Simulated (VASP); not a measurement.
## ZnO: a changed input and its effect

System: ZnO (P6₃/mmc, 4 atoms in the cell).
Method of run 1: Kohn-Sham DFT of a periodic cell, PBE, spin-orbit coupling, VASP PAW PBE potentials, recommended, no spin polarisation (VASP 6.6.1).

The structure derives from a Materials Project entry. 

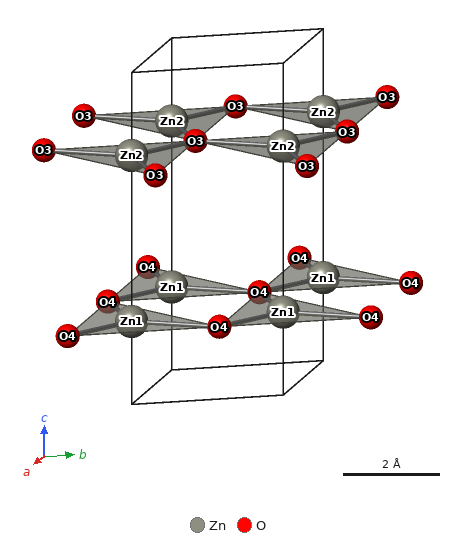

The structure as given in the input (polyhedral view of the cell of the calculation, seen slightly off an axis; polyhedra are completed across the faces of the cell; atoms are numbered from 1 in the order of the input).

### INCAR, run 1
```
PREC = Accurate ; ENCUT = 750
EDIFF = 1E-8 ; ISMEAR = 0
SIGMA = 0.02 ; LREAL = False
LASPH = True ; NELM = 100
ALGO = Normal ; ISIF = 2
LWAVE = False ; LCHARG = False
MAGMOM = 0 0 0 0 0 0 0 0 0 0 0 0 ; LORBIT = 11
LSORBIT = True ; GGA_COMPAT = False
GGA = PE ; NBANDS = 52
```

### KPOINTS, run 1
```
regular mesh
0
Gamma
  10 10 4
```

### POSCAR, run 1
```
ZnO
1.0
    3.2879671587      0.0000000000      0.0000000000
   -1.6439835793      2.8474630862      0.0000000000
    0.0000000000      0.0000000000      7.1304413500
Zn O
2 2
Direct
    0.0000000000      0.0000000000      0.2500000000
    0.0000000000      0.0000000000      0.7500000000
    0.6666666667      0.3333333333      0.7500000000
    0.3333333333      0.6666666667      0.2500000000
```

Command:
```bash
cat potpaw_PBE.64/Zn/POTCAR potpaw_PBE.64/O/POTCAR > POTCAR
mpirun -np 1 vasp_ncl > vasp.out
```

Hardware: 1 thread of AMD EPYC (Zen 3), 128 GiB of memory available, shared host.

### OSZICAR and lines of OUTCAR (run 1)
```
N       E                     dE             d eps       ncg     rms          rms(c)
DAV:   1     0.425999283647E+03    0.42600E+03   -0.20582E+04  4376   0.231E+03
DAV:   2     0.577188276703E+02   -0.36828E+03   -0.33783E+03  4408   0.543E+02
DAV:   3    -0.163256395935E+02   -0.74044E+02   -0.71606E+02  4804   0.208E+02
DAV:   4    -0.210305569824E+02   -0.47049E+01   -0.46666E+01  4960   0.549E+01
DAV:   5    -0.210713877642E+02   -0.40831E-01   -0.40814E-01  4780   0.520E+00    0.158E+01
DAV:   6    -0.167752524371E+02    0.42961E+01   -0.91988E+00  6932   0.738E+01    0.892E+00
DAV:   7    -0.170504465922E+02   -0.27519E+00   -0.39903E+00  4572   0.181E+01    0.561E+00
DAV:   8    -0.170931181341E+02   -0.42672E-01   -0.10701E+00  5804   0.972E+00    0.234E+00
DAV:   9    -0.169794727160E+02    0.11365E+00   -0.29824E-01  5796   0.951E+00    0.396E-01
DAV:  10    -0.169856670116E+02   -0.61943E-02   -0.71854E-02  4496   0.210E+00    0.144E-01
DAV:  11    -0.169862796003E+02   -0.61259E-03   -0.97438E-04  4784   0.372E-01    0.121E-01
DAV:  12    -0.169864448027E+02   -0.16520E-03   -0.33092E-04  5012   0.216E-01    0.214E-02
DAV:  13    -0.169864696538E+02   -0.24851E-04   -0.55942E-05  4964   0.784E-02    0.145E-02
DAV:  14    -0.169864762896E+02   -0.66358E-05   -0.15159E-05  4560   0.859E-02    0.147E-02
DAV:  15    -0.169864738028E+02    0.24868E-05   -0.84085E-06  5952   0.545E-02    0.120E-03
DAV:  16    -0.169864739455E+02   -0.14265E-06   -0.23230E-06  4636   0.116E-02    0.833E-04
DAV:  17    -0.169864739202E+02    0.25244E-07   -0.36075E-08  4244   0.219E-03    0.654E-04
DAV:  18    -0.169864739379E+02   -0.17688E-07   -0.44091E-09  2792   0.186E-03    0.260E-04
DAV:  19    -0.169864739371E+02    0.79490E-09   -0.36587E-09  2404   0.388E-04
   1 F= -.16986474E+02 E0= -.16986474E+02  d E =-.252770E-18  mag=     0.0000    -0.0000    -0.0000
[... from OUTCAR:]
  free energy    TOTEN  =       -16.98647394 eV
  energy without entropy =      -16.98647394  energy(sigma->0) =      -16.98647394
 E-fermi :  -0.6109     XC(G=0):  -8.9271     alpha+bet : -5.6351
  free  energy   TOTEN  =       -16.9864739371 eV
  energy  without entropy=      -16.9864739371  energy(sigma->0) =      -16.98647394
```

The input of run 2 differs as follows (lines with − go, lines with + come):
```diff
-PREC = Accurate ; ENCUT = 750
-EDIFF = 1E-8 ; ISMEAR = 0
+PREC = Accurate ; ENCUT = 350
+EDIFF = 1E-5 ; ISMEAR = 0
-  10 10 4
+  7 7 3
```

What does this change do to the results?

The free energy of run 2 is 14.8 meV per atom lower, the joint effect of these numerical settings, which can't be told apart here. The pressure goes from −0.02 to −9.31 GPa. The lower cutoff gives the lower pressure, as an incomplete plane-wave basis does (Pulay stress). The SCF takes 14 iterations against 19. The irreducible k-points go from 42 to 16. The plane waves at Γ go from 6290.0 to 2010.0. On the same kind of shared host run 2 took about 0.12 times as long.

### OSZICAR and lines of OUTCAR (run 2)
```
N       E                     dE             d eps       ncg     rms          rms(c)
DAV:   1     0.311530457167E+03    0.31153E+03   -0.13286E+04  1664   0.139E+03
DAV:   2     0.295588497715E+02   -0.28197E+03   -0.25924E+03  1744   0.368E+02
DAV:   3    -0.189985003105E+02   -0.48557E+02   -0.47554E+02  1880   0.154E+02
DAV:   4    -0.208682217144E+02   -0.18697E+01   -0.18620E+01  1860   0.332E+01
DAV:   5    -0.208803031385E+02   -0.12081E-01   -0.12079E-01  1860   0.274E+00    0.156E+01
DAV:   6    -0.168647935523E+02    0.40155E+01   -0.78688E+00  2608   0.691E+01    0.893E+00
DAV:   7    -0.171113279792E+02   -0.24653E+00   -0.35949E+00  1744   0.157E+01    0.553E+00
DAV:   8    -0.171435242804E+02   -0.32196E-01   -0.95806E-01  2232   0.904E+00    0.220E+00
DAV:   9    -0.170389062827E+02    0.10462E+00   -0.26669E-01  2252   0.899E+00    0.366E-01
DAV:  10    -0.170447182536E+02   -0.58120E-02   -0.63805E-02  1760   0.193E+00    0.135E-01
DAV:  11    -0.170454089269E+02   -0.69067E-03   -0.86573E-04  1836   0.310E-01    0.112E-01
DAV:  12    -0.170456111185E+02   -0.20219E-03   -0.32094E-04  1816   0.200E-01    0.213E-02
DAV:  13    -0.170456296205E+02   -0.18502E-04   -0.45672E-05  1828   0.612E-02    0.143E-02
DAV:  14    -0.170456344281E+02   -0.48076E-05   -0.11434E-05  1348   0.710E-02
   1 F= -.17045634E+02 E0= -.17045634E+02  d E =-.162575E-36  mag=     0.0000    -0.0000    -0.0000
[... from OUTCAR:]
  free energy    TOTEN  =       -17.04563443 eV
  energy without entropy =      -17.04563443  energy(sigma->0) =      -17.04563443
 E-fermi :  -0.5390     XC(G=0):  -8.9242     alpha+bet : -5.6351
  free  energy   TOTEN  =       -17.0456344281 eV
  energy  without entropy=      -17.0456344281  energy(sigma->0) =      -17.04563443
```

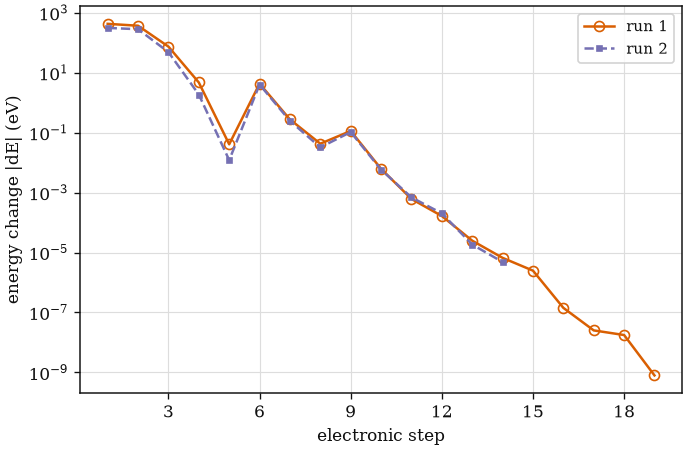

Convergence of the two runs: energy change |dE| against the electronic step. Run 1 takes 19 steps in all, and run 2 takes 14.

### The two runs side by side

```csv
quantity,run 1,run 2
outcome,converged,converged
free energy per atom (eV),−4.2466,−4.2614
gap on the mesh (eV),0.79,0.76
pressure (GPa),−0.02,−9.31
largest force (eV/Å),0.000,0.000
SCF iterations,19,14
irreducible k-points,42,16
net moment of the cell (μB),0.00,0.00
plane waves at Γ,6290,2010
```

For run 2: The settings depart from the standard set-up of this series, which can bear on the numbers.
